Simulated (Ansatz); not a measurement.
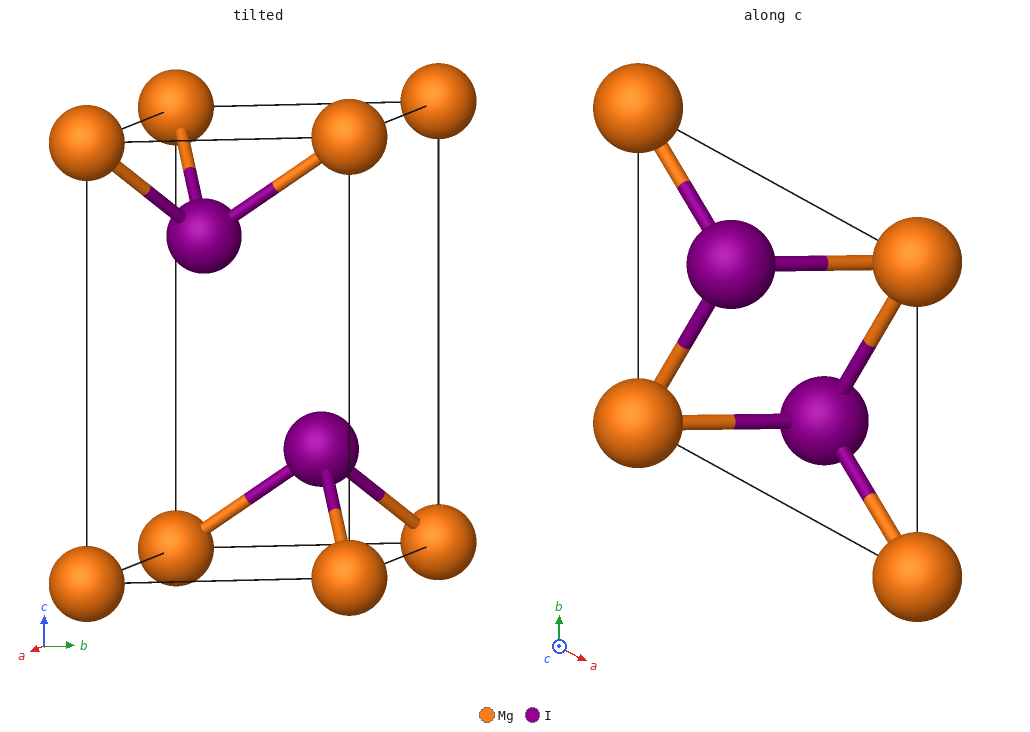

This ball-and-stick model is shown slightly off an axis and along the c axis. One unit cell is framed, with atoms on its boundary repeated.

MgI2, a = 4.158 Å, b = 4.110 Å, c = 6.873 Å, α = 90.00°, β = 90.00°, γ = 118.86°. Strictly the space group is P-1 (No. 2, within 0.01 Å). It is a distorted form of a primitive hexagonal structure, space group P-3m1 (No. 164) within 0.25 Å: cadmium iodide (CdI₂, 1T) type. The initial geometry was a structure type filled with these elements by a generator (whether the compound takes this form wasn't checked). The cell was then strained or its atoms displaced on purpose. A calculation with Ansatz used it as input.

This one geometry was computed with Ansatz (DFT, plane waves, PAW) at three levels of theory: HSE06, PBE and r2SCAN.

How does the band gap change with the level of theory?

Answer. PBE: a gap of 3.41 eV, indirect; r2SCAN: a gap of 4.02 eV, indirect; HSE06: a gap of 4.36 eV, indirect.

Collect the results in a table.

Answer.
| level | cutoff (eV) | k-mesh of the run's cell | gap (eV) | pressure (GPa) |
| --- | --- | --- | --- | --- |
| HSE06 | 420 | 6×6×4 | 4.36 | 0.4 |
| PBE | 420 | 12×12×4 | 3.41 | 1.1 |
| r2SCAN | 500 | 12×12×4 | 4.02 | 0.6 |

Gaps are taken on the k-mesh or band path of each run.
